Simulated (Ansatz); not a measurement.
Start from this file.

```xyz
10
Lattice="3.0778 0.0000 0.0000 0.0000 3.0778 0.0000 0.0000 0.0000 14.2862" Properties=species:S:1:pos:R:3 pbc="T T T"
Al    0.0000    0.0000    0.0000
Al    1.5389    1.5389    4.3742
Al    1.5389    1.5389    1.5125
Ru    0.0000    0.0000    2.7689
Ru    0.0000    0.0000    5.6306
Al    1.5389    1.5389    7.1431
Al    0.0000    0.0000   11.5173
Al    0.0000    0.0000    8.6556
Ru    1.5389    1.5389    9.9120
Ru    1.5389    1.5389   12.7737
```

### What crystal do these data define?

It has the composition Al₃Ru₂. Its lattice is body-centred tetragonal, its space group I4mm (No. 107). Cell content 6 Al, 4 Ru; Z = 2.

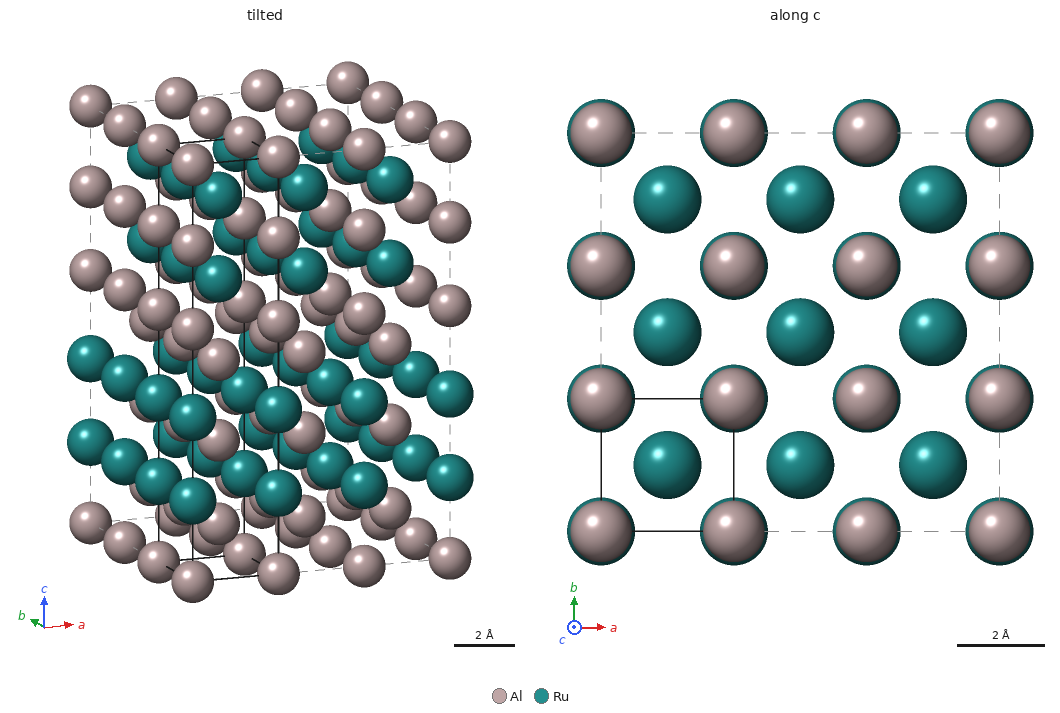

View slightly off an axis and along the c axis, drawn as a spheres-only model. Solid lines give the conventional unit cell, repeated here 3×3×1 times.

The structure was taken from a structure listed in the Materials Project. Earlier steps of the study, as a rule a relaxation of our own, may have changed the cell and positions, so they can lie some per cent off the listed ones. A calculation with Ansatz used it as input.

At this level of theory the run's own cell isn't at rest (forces up to 2.5 eV/Å), so its distances can differ from those at equilibrium, the more so the softer the solid.
